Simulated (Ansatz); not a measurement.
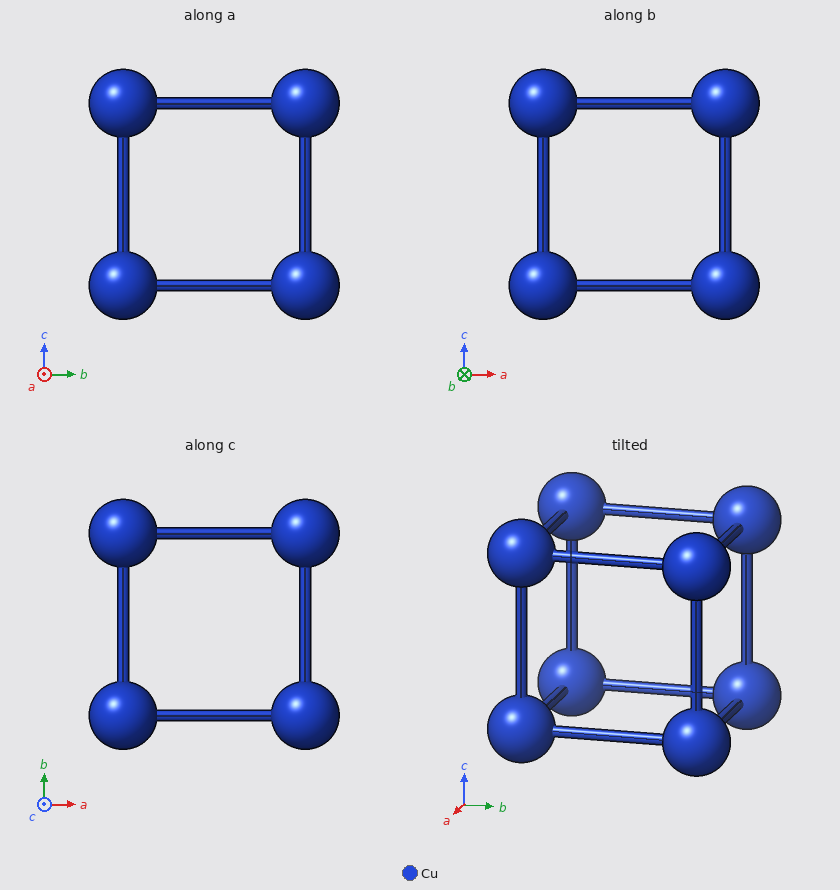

A ball-and-stick rendering, viewed along the a axis, along the b axis, along the c axis and slightly off an axis. The conventional unit cell is outlined; an atom on or near a face, edge or corner is repeated at each equivalent position.

Lattice parameters: a = 2.520 Å, b = 2.520 Å, c = 2.520 Å, α = 90.00°, β = 90.00°, γ = 90.00°.

Convert the drawing into a table of Wyckoff sites.

Answer. Space group Pm-3m (No. 221).
```tsv
atom	site	x	y	z
Cu	1a	0.0000	0.0000	0.0000
```

The cell started as a structure type filled with this element by a generator (whether the element takes this form wasn't checked). Earlier steps of the study may have refined or changed the cell and positions. It was run through Ansatz as a DFT input.

At this level of theory the cell isn't at rest (stretched, at -5 GPa), so its distances can differ from those at equilibrium, the more so the softer the solid.
